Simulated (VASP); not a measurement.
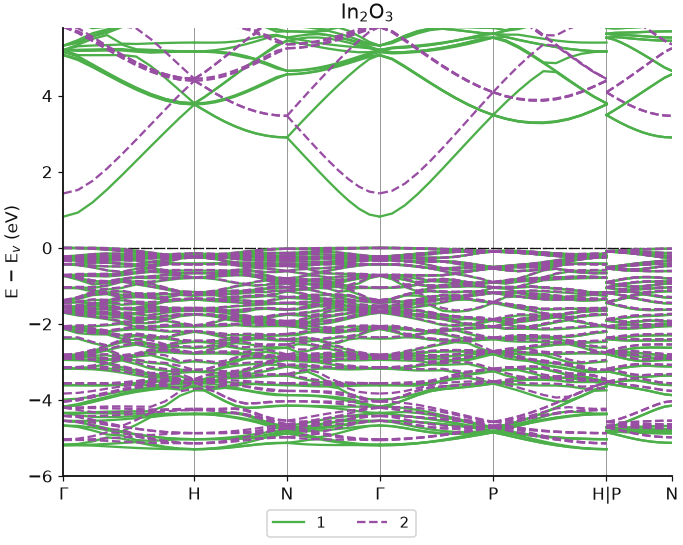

Band structures of In2O3, space group Ia-3 (No. 206), 40 atoms in the primitive cell (cubic a = 10.295 Å), by two methods on the same cell. Each is counted from its own valence-band top.

Which curve is which? The methods: LDA, r2SCAN.

Answer. 1 is LDA; 2 is r2SCAN. LDA gives a gap of 0.82 eV along the path and r2SCAN gives a gap of 1.43 eV along the path.

Settings. LDA: VASP PAW LDA potentials, release 64 (In_d, O), no spin polarisation, no spin-orbit coupling, 6×6×6 k mesh, 450 eV cutoff, Gaussian smearing of 0.02 eV (VASP 6.6.1). r2SCAN: VASP PAW PBE potentials, release 64 (In_d, O), no spin polarisation, no spin-orbit coupling, 6×6×6 k mesh, 450 eV cutoff, Gaussian smearing of 0.02 eV (VASP 6.6.1).

LDA, GGA and most meta-GGA functionals understate gaps. The cell was derived from a database entry in an earlier step, so it needn't be the measured one. r2SCAN: the PAW data sets were made with another functional.
